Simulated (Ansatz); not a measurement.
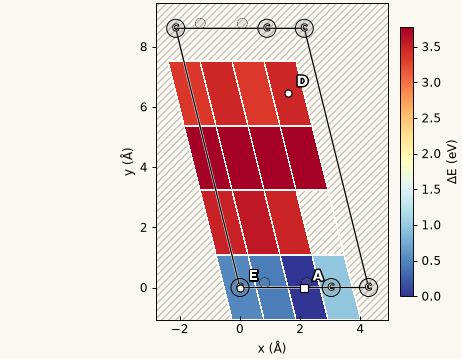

H on a C(111) slab cut from the P6/mmm phase, its upper half relaxed before the scan (20 atoms of substrate and one adsorbate in a 2 × 1 cell). H is moved over the surface cell; relaxed at each place: the height of the adsorbate's atoms; substrate rigid; the origin of the map has the adsorbate above C17. Places are given modulo a cell vector. The map is drawn in real space over the plane of the surface. The scan uses a 4 × 4 grid. At 1 point there is no value. Places are given in fractions of the 1 × 1 surface cell. Energies: eV, counted from the lowest grid point. At some places the adsorbate sinks to or below the level of the top layer. Method: DFT PBE, scalar-relativistic, plane waves, PAW in Ansatz 0.2.0. Settings: cutoff 420 eV, k-mesh 4×3×1, gaussian smearing 0.1 eV, no spin polarisation.

In the figure: one coloured cell a grid point, labelled circles for the atoms of the top layer and small ones for the second layer, the outline of one cell of the plane, hatched blanks where no value was computed, lettered points.

> Rank the lettered points by energy, lowest first.

A (0.00 eV), E (0.51 eV), D (3.47 eV).

PAW datasets: the set soft_1.
